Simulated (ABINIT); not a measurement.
# Phonon bands calculation, with input and output: InAs (part 4 of 4)

Continued. System: InAs (F-43m, 2 atoms in the cell). Method: Kohn-Sham DFT of a periodic cell, PBE, PseudoDojo NC SR PBE v0.4.1 standard, no spin polarisation (ABINIT 10.8.3); cutoff 1034.03 eV, 4×4×4 k-mesh, fermi-dirac of 0.05 eV. The structure derives from an entry of the Crystallography Open Database. The settings are looser than a standard set-up, so the numbers are not reference values.

Geometry of the input (Å; fractional positions):
```
0.0000  3.0180  3.0180
3.0180  0.0000  3.0180
3.0180  3.0180  0.0000
In 0.0000  0.0000  0.0000
As 0.7500  0.7500  0.7500
```

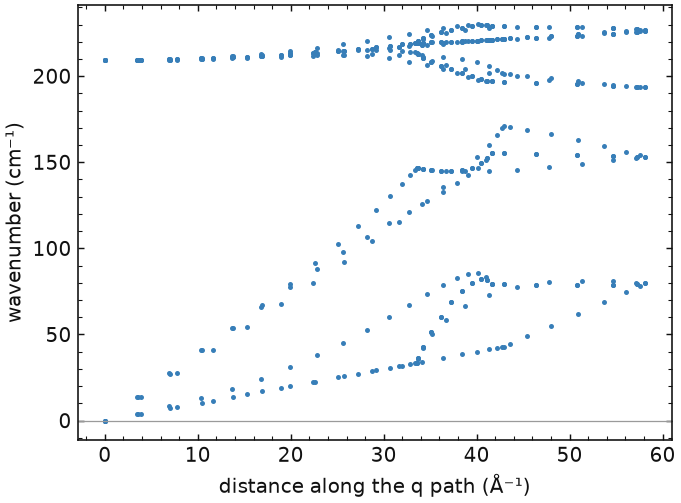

Fig. 1: Phonon frequencies along the path of the input (imaginary ones negative). The highest is 230 cm⁻¹; no branch is clearly imaginary on this path.

Results in brief

```tsv
quantity	value
outcome	converged
space group (tolerance 0.01 Å)	F-43m (216)
electrons treated	28
free energy	−4694.7708 eV
Fermi energy	4.270 eV
gap on the k-point mesh	none (metallic)
pressure	4.26 GPa
largest force (length of the vector)	under 0.001 eV/Å
hardware	1 thread of Arm Neoverse V1, 24 GiB of memory available, shared host
wall time	27 min
peak memory	0.38 GiB
```

The settings depart from the standard set-up of this series, which can bear on the numbers. The record of the run, not the program, notes: chneut/=0 not allowed with q/=0 => chneut reset to 0 locally; asr/=0 not allowed with q/=0 => asr reset to 0 locally. Points of doubt noted for this run: k mesh coarse for metal response.
